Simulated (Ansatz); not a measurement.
Read the following structure.

```
Ga P
1.0
     5.58535    0.00000    0.00000
     0.00000    5.58535    0.00000
     0.00000    0.00000    5.58535
Ga P
4 4
Direct
  0.00000 0.00000 0.00000
  0.00000 0.50000 0.50000
  0.50000 0.00000 0.50000
  0.50000 0.50000 0.00000
  0.25000 0.25000 0.75000
  0.25000 0.75000 0.25000
  0.75000 0.25000 0.25000
  0.75000 0.75000 0.75000
```

> What would you see if this were drawn?

The material is GaP. The symmetry is that of F-43m (No. 216), on a face-centred cubic lattice. The arrangement is known as zinc blende (sphalerite type). Cell content: 4 Ga, 4 P, that is 4 formula units. Ga is coordinated by four P in a tetrahedral arrangement at 2.42 Å. The coordination shell of P holds four Ga in a tetrahedral arrangement at 2.42 Å. The bonds build a three-dimensional framework.

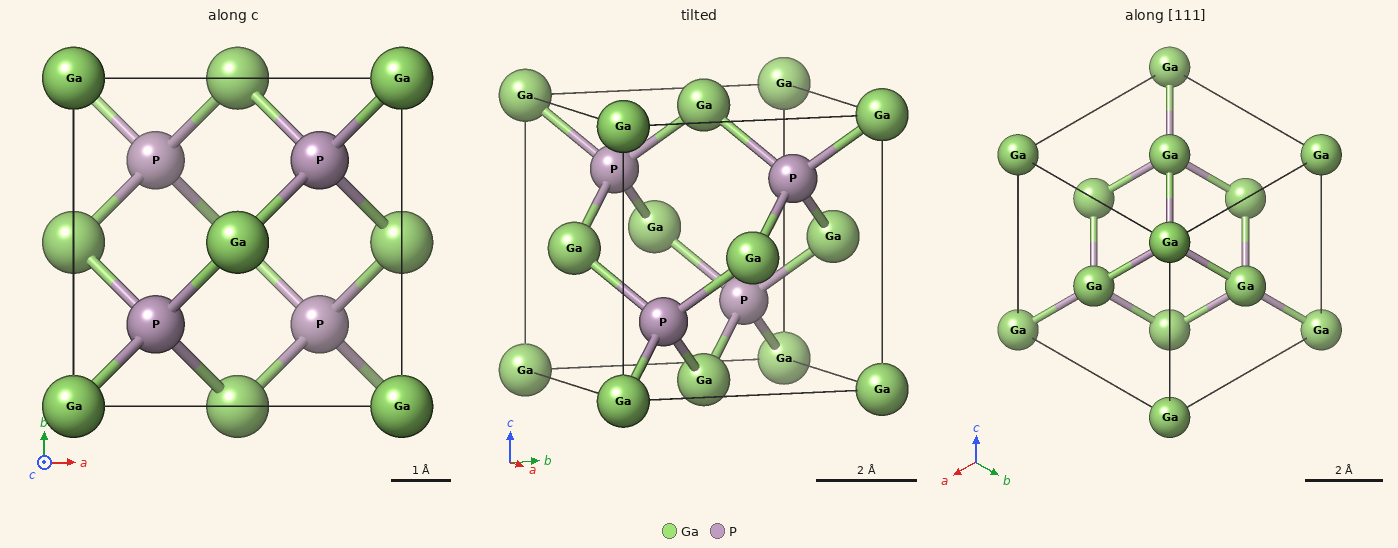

This ball-and-stick model is shown along the c axis, slightly off an axis and along [111]. The parallelepiped is the conventional unit cell. Colours: gallium green, phosphorus pink.

Starting structure: a structure listed in the Materials Project. It was relaxed with Ansatz 0.2.0, DFT PBE, scalar-relativistic, plane waves, PAW under a constraint or pressure on the cell, so some stress remains.
